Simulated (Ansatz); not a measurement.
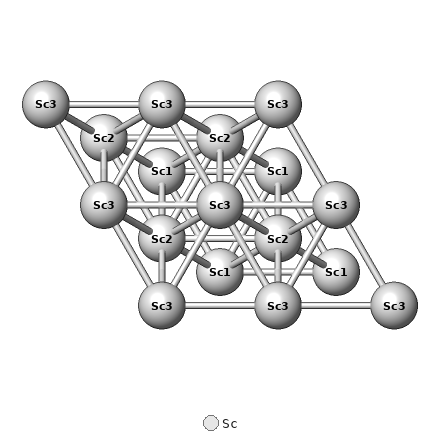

The system is Cu on a Sc(111) slab cut from the Fm-3m phase (3 atoms of substrate and one adsorbate in a 1 × 1 cell); the picture shows it without the atoms that are moved over the map. One Cu atom a 1 × 1 cell is placed over a mesh of places on the rigid (1 1 1) surface, and only its height is relaxed. Places are given modulo a cell vector. The map is drawn in real space over the plane of the surface. The scan uses a 4 × 4 grid. All energies are given in eV relative to the lowest grid point. This mesh misses the points at thirds of the hexagonal cell. With one adsorbate in each 1 × 1 cell, its nearest image is 3.2 Å away, so neighbouring adsorbates interact. Theory: Ansatz, DFT PBEsol, scalar-relativistic, plane waves, PAW.

Range: place along a₁ from 0.00 to 0.75; place along a₂ from 0.00 to 0.75.

What landscape does the calculation give?

The lowest grid point is at a bridge site between two Sc atoms, (0/4, 2/4) of the cell vectors. The same energy is found at a bridge site between two Sc atoms, (2/4, 0/4) of the cell vectors; a bridge site between two Sc atoms, (2/4, 2/4) of the cell vectors. The highest grid point, the top site over a surface Sc atom, (0/4, 0/4) of the cell vectors, lies 0.652 eV above the lowest. At the lowest point the adsorbate has 2 Sc at 2.57 Å as nearest neighbours, at the highest 1 Sc at 2.46 Å. Its relaxed height above the top atom is 2.00 Å at the lowest and 2.46 Å at the highest point.

```tsv
place along a₂ ↓, place along a₁ →	0/4	1/4	2/4	3/4
3/4	0.423	0.007	0.007	0.423
2/4	0.000	0.007	0.000	0.005
1/4	0.423	0.423	0.005	0.005
0/4	0.652	0.423	0.000	0.423
```

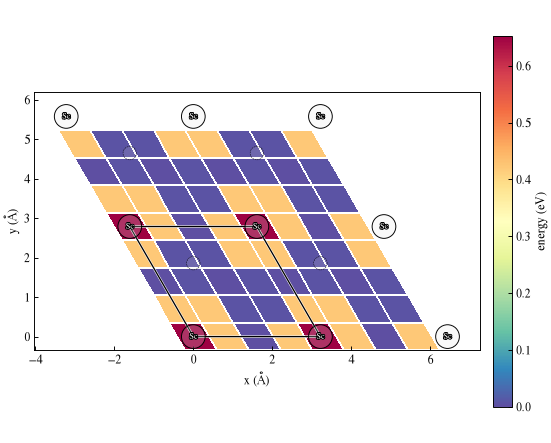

The picture shows one coloured cell a grid point, labelled circles for the atoms of the top layer and small ones for the second layer, the outline of one cell of the 2 × 2 shown.
